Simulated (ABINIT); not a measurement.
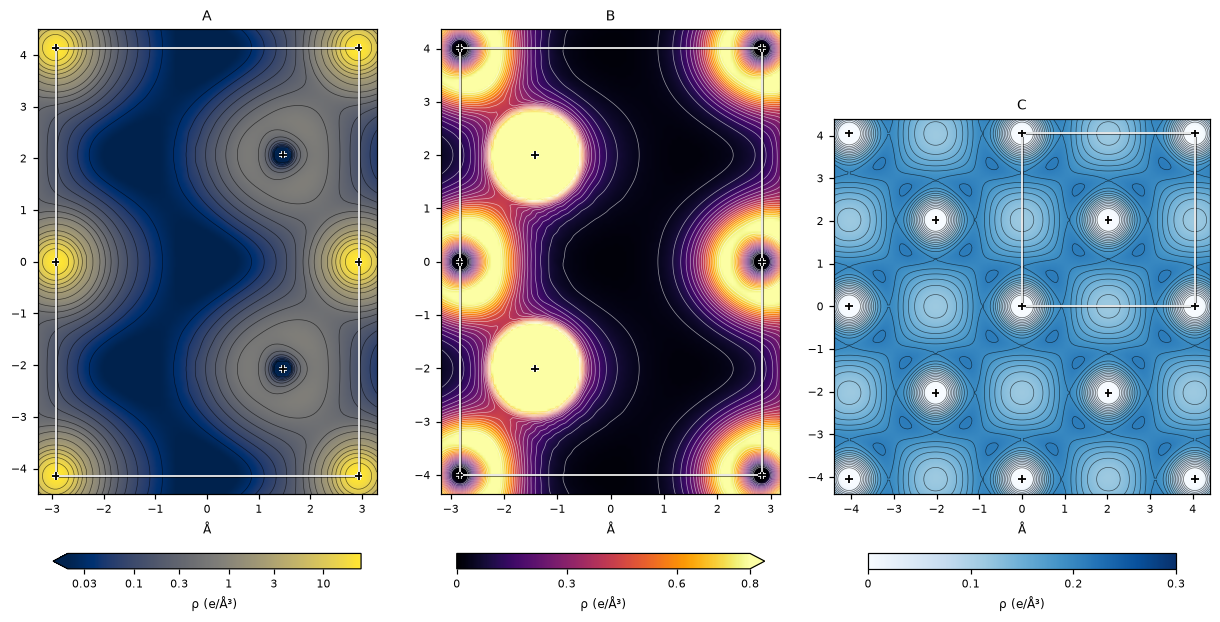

The valence charge density (pseudo) of 3 systems, each on a plane through atoms (crosses mark nuclei in the plane).

The calculation used Kohn-Sham DFT of a periodic cell, PBEsol, JTH PAW PBE v2.0 in ABINIT 10.8.3.

System 1: ZnSe, the (011) plane of the conventional cell. Space group F-43m.

```
CELL_PARAMETERS angstrom
5.66760 0.00000 0.00000
0.00000 0.00000 -5.66760
0.00000 5.66760 0.00000
ATOMIC_POSITIONS crystal
Se 0.75000 0.75000 0.25000
Se 0.25000 0.75000 0.75000
Se 0.25000 0.25000 0.25000
Se 0.75000 0.25000 0.75000
Zn 0.50000 0.50000 0.00000
Zn 0.00000 0.50000 0.50000
Zn 0.00000 0.00000 0.00000
Zn 0.50000 0.00000 0.50000
```

System 2: InP, the (101) plane of the conventional cell. Space group F-43m.

System 3: Al, the (010) plane of the conventional cell. Space group Fm-3m.

```yaml
crystal:
  lattice:
    - [4.04961, 0.00000, 0.00000]
    - [0.00000, 4.04961, 0.00000]
    - [0.00000, 0.00000, 4.04961]
  atoms:
    - { symbol: Al, position: [0.00000, 0.00000, 0.00000] }
    - { symbol: Al, position: [0.50000, 0.50000, 0.00000] }
    - { symbol: Al, position: [0.50000, 0.00000, 0.50000] }
    - { symbol: Al, position: [0.00000, 0.50000, 0.50000] }
```

Match each panel to its system.

Answer. Panel A is system 2, InP: the plane holds In and P. In–P (2.54 Å): ρ at the midpoint is about 0.46 e/Å³. Panel B is system 1, ZnSe: the plane holds Se and Zn. Zn–Se (2.45 Å): ρ at the midpoint is about 0.46 e/Å³, with its minimum of 0.41 e/Å³ about 1.1 Å from Zn. Panel C is system 3, Al: the plane holds Al. Al–Al (2.86 Å): ρ is about 0.2 e/Å³ halfway.
